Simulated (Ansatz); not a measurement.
SiO2

The calculation's input:

```
crystal:
  lattice:
    - [0.0, 3.516746, 3.516746]
    - [3.516746, 0.0, 3.516746]
    - [3.516746, 3.516746, 0.0]
  atoms:
    - { symbol: Si, position: [0.5, 0.5, 0.5] }
    - { symbol: Si, position: [0.75, 0.75, 0.75] }
    - { symbol: O, position: [0.625, 0.625, 0.625] }
    - { symbol: O, position: [0.125, 0.625, 0.625] }
    - { symbol: O, position: [0.625, 0.625, 0.125] }
    - { symbol: O, position: [0.625, 0.125, 0.625] }
basis:
  ecutwfc: 420
kpoints:
  mp_grid: { grid: [6, 6, 6] }
hamiltonian:
  xc: pbe
scf:
  occupations: { method: gaussian, width: 0.02 }
output:
  forces: true
  stress: true
  eigenvalues: true
  populations: true
  write_density: true
  write_potential: true
  elf: true
  volumetric_format: npy
```

Command:

```sh
ansatz run input.yaml --threads 1 --pin off --max-ram 1331MiB --backend cpu --events-out ev --progress --plain --runs-dir out
```

Below, planes, directions and counts refer to the conventional cell (a = 7.03 Å, b = 7.03 Å, c = 7.03 Å, α = 90.00°, β = 90.00°, γ = 90.00°).

Space group Fd-3m; changed on purpose from its base cell (strained and moved within the space group); computed pressure about 36 GPa in this cell.

Theory: DFT PBE, scalar-relativistic, plane waves, PAW (Ansatz 0.2.0).

### What can the converged valence pseudo-density and electron localisation function tell about the bonding?

Si–O (1.52 Å): the density is about 1.5 e/Å³ at the midpoint; the ELF peaks at about 0.85 between the atoms: a polar covalent bond.

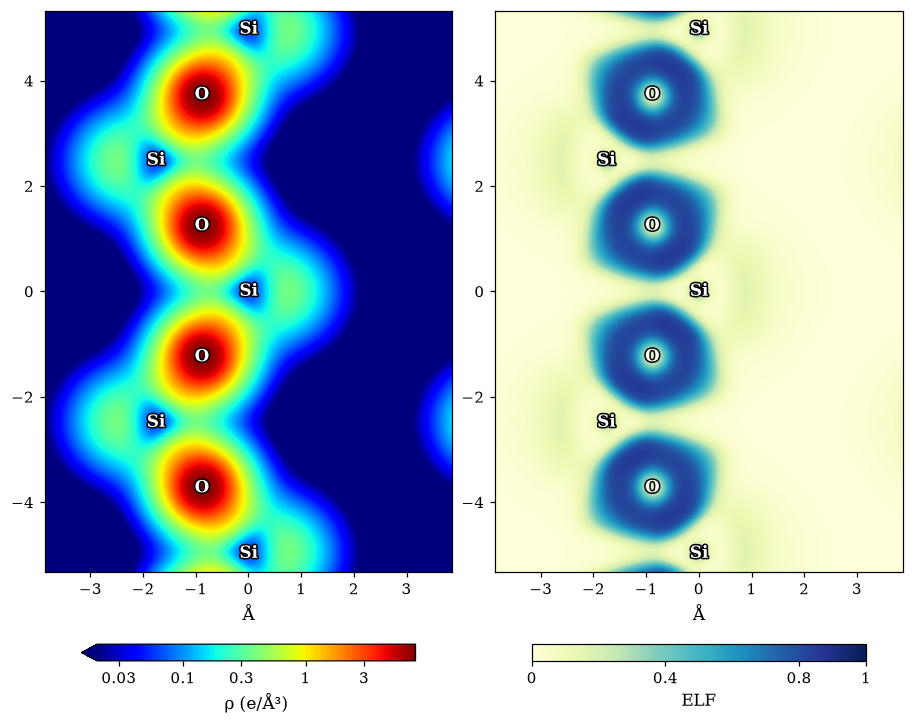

Computed valence pseudo-density and electron localisation function on the (110) plane of the conventional cell, in this order. 

Core electrons are frozen (PAW), and the valence fields are smoothed inside the atomic spheres.
